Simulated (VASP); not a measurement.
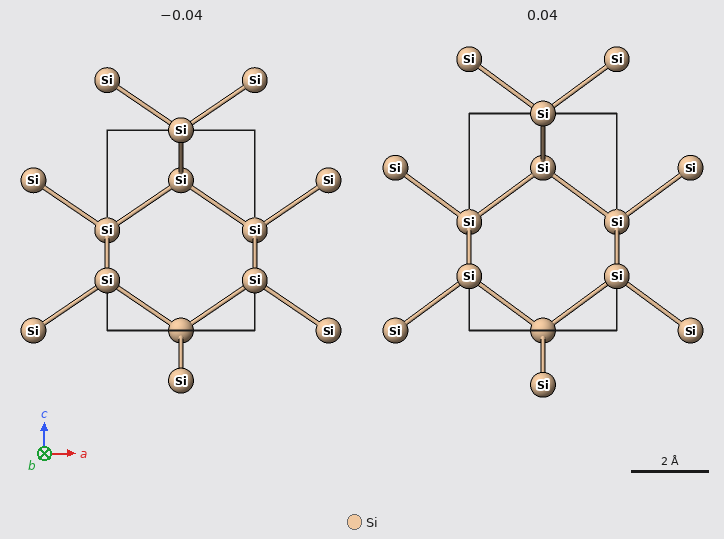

A crystal of Si (set up in I4_1/amd), held at several strains, with the atoms relaxed (per unit of the tabulated number the cell is strained by 1.0 along c). The picture shows the first and the last member. Style: ball-and-stick. Shown: the conventional cell (2 times the calculation's cell), along the b axis. Lengths and directions refer to the drawn axes.

Computed with VASP 6.6.1: PBE, VASP PAW PBE potentials, recommended. (plane-wave cutoff 520 eV; k-point mesh 8 × 8 × 8; occupations fermi-dirac; smearing width 0.05 eV; no spin polarisation)

| strain | energy (meV/atom) |
| --- | --- |
| −0.04 | 22.68 |
| −0.02 | 7.24 |
| −0.01 | ? |
| 0.0 | 0.00 |
| 0.01 | −0.60 |
| 0.02 | 0.75 |
| 0.04 | 9.20 |

### Fill in the missing row.

A parabola through three neighbouring rows (−0.02, 0.0, 0.01) gives, with Lagrange weights, (0.3333)(7.24) + (1.0000)(0.00) + (−0.3333)(−0.60) = 2.61 meV/atom. The calculation gives 2.60 meV/atom. The estimate is 0.01 meV/atom too high. The lowest tabulated energy lies at 0.01, so the unstrained cell isn't a minimum along this strain at this level. From the first member to the last: Si–Si 2.326 → 2.389 Å.

The whole series:

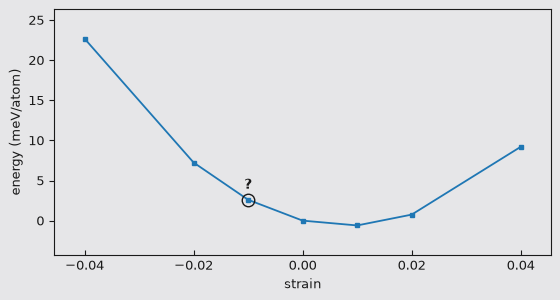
